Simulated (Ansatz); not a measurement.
## Electronic structure of CoSi in real space

The calculation's input:

```
crystal:
  lattice:
    - [2.8095716175, 0.0, 0.0]
    - [0.0, 2.8095716175, 0.0]
    - [0.0, 0.0, 2.72570732]
  atoms:
    - { symbol: Co, position: [0.0, 0.0, 0.0], spin: 2.0 }
    - { symbol: Si, position: [0.5, 0.5, 0.5] }
magnetization:
  spin_polarized: true
kpoints:
  mp_grid: { grid: [10, 10, 11] }
scf:
  occupations: { method: fermi_dirac, width: 0.1 }
  lower_state_search: "off"
hamiltonian:
  xc: pbe
  pseudopotentials: { kind: paw }
output:
  forces: true
  stress: true
  eigenvalues: true
  write_density: true
  write_potential: true
  elf: true
  volumetric_format: npy
```

Run with:

```sh
ansatz run input.yaml --threads 4 --pin off --max-ram 8192MiB --backend cpu --events-out ev --progress --plain --runs-dir out
```

Below, planes, directions and counts refer to the conventional cell (a = 2.81 Å, b = 2.81 Å, c = 2.73 Å, α = 90.00°, β = 90.00°, γ = 90.00°).

Space group P4/mmm; a structure from a database of computed crystals, not necessarily the ambient phase; spin-polarised.

Theory: DFT, PBE, PAW with Ansatz's default frozen-core files, scalar-relativistic (Ansatz).

The density is the valence pseudo-density of a PAW calculation; it isn't the true density close to the nuclei.

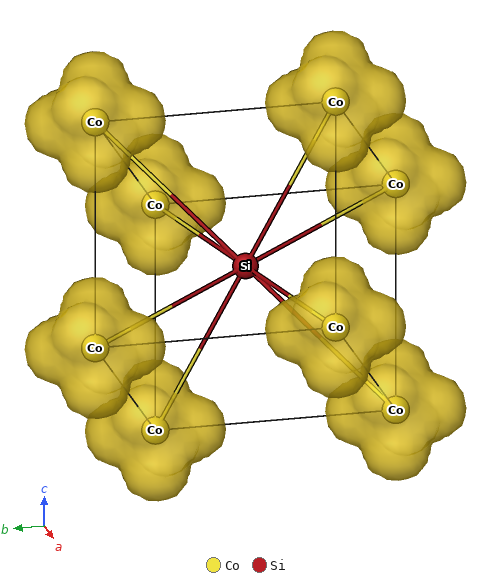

Figure 1. Isosurfaces of the magnetisation density (up minus down) at +0.08 (yellow) and −0.08 e/Å³ (cyan), seen at an oblique angle. Sticks mark near contacts.

Q: Describe the spin distribution.

A: The spin density sits on Co: +0.5 μB in one cell of 2 atoms: parallel moments, as they must be, since the calculation's own cell holds one magnetic site. The cell of the calculation (2 atoms) carries 0.5 μB of net spin moment. Only one sign reaches the isovalue.

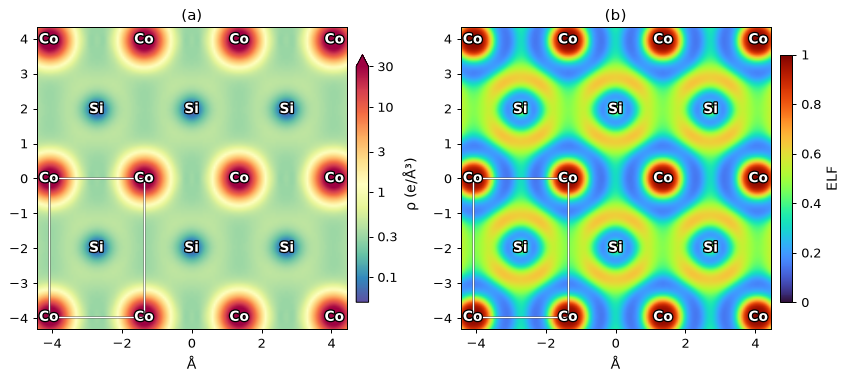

Figure 2. (a) valence pseudo-density; (b) electron localisation function on the (11̄0) plane of the conventional cell.

Q: Describe what can be read from this map.

A: The plane passes through Co and Si nuclei. Co–Si (2.41 Å): ρ is about 0.41 e/Å³ halfway; the ELF peaks at about 0.65 in the valence shell of Si, 0.9 Å from its nucleus, and is about 0.45 at the midpoint. Between the atoms the lowest density in this plane is 0.29 e/Å³. The features right at Co lie inside the PAW spheres, where the map follows smoothed inner orbitals and isn't to be read closely.

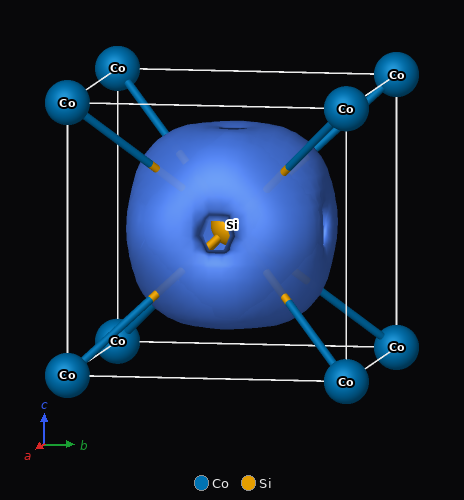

Figure 3. Isosurface of the ELF at 0.55 (blue), seen slightly off an axis. Core shells and regions of very low density are left out. Sticks mark near contacts.

Q: Where are the electrons localised?

A: At this value the surface marks out one region wrapped around Si (its valence shell), counted in one cell of 2 atoms. Any copies at cell faces, edges or corners count once.

Q: Does the calculation give a band gap?

A: It is gapless in this calculation (a metal or semimetal).
